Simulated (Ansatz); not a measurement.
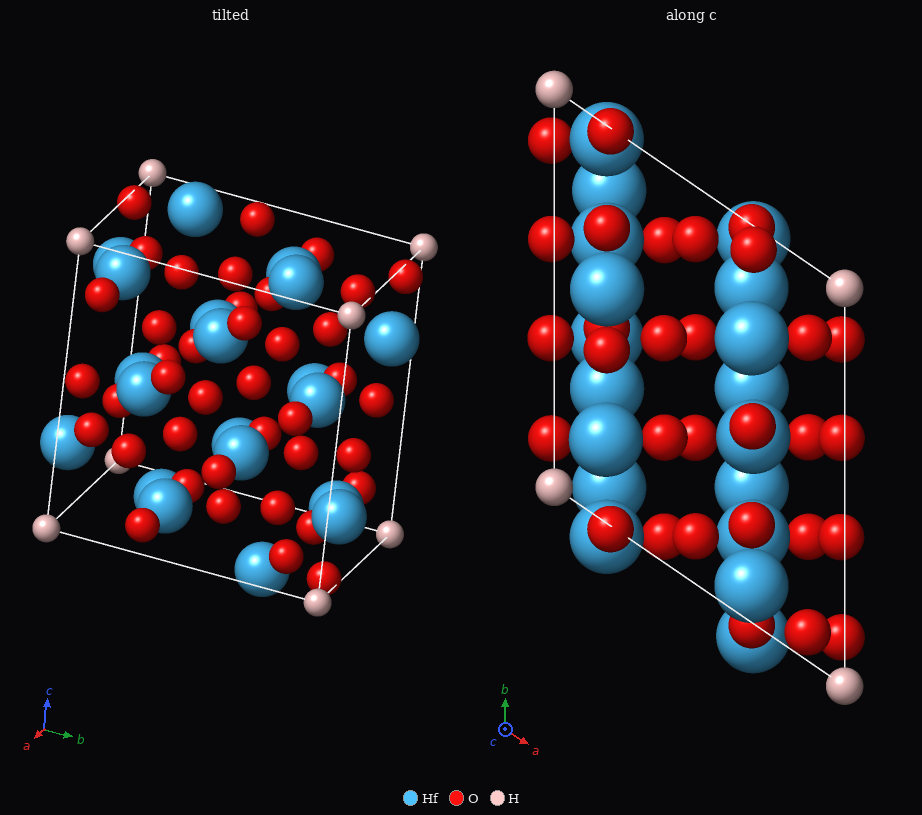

This spheres-only model is shown slightly off an axis and along the c axis. Atoms at the boundary of the simulation cell (the box) are drawn once for each face, edge or corner they touch. Cell: a = 9.374 Å, b = 9.374 Å, c = 9.374 Å, α = 93.56°, β = 117.97°, γ = 117.97°.

Explain the picture.

Its composition is Hf16HO32. It has 49 atoms to the cell (16 Hf, 1 H, 32 O).

It derives from a structure listed in the Materials Project, repeated into a supercell with a point defect put in. The atoms were relaxed in a fixed cell with Ansatz 0.2.0, DFT PBEsol, scalar-relativistic, plane waves, PAW.
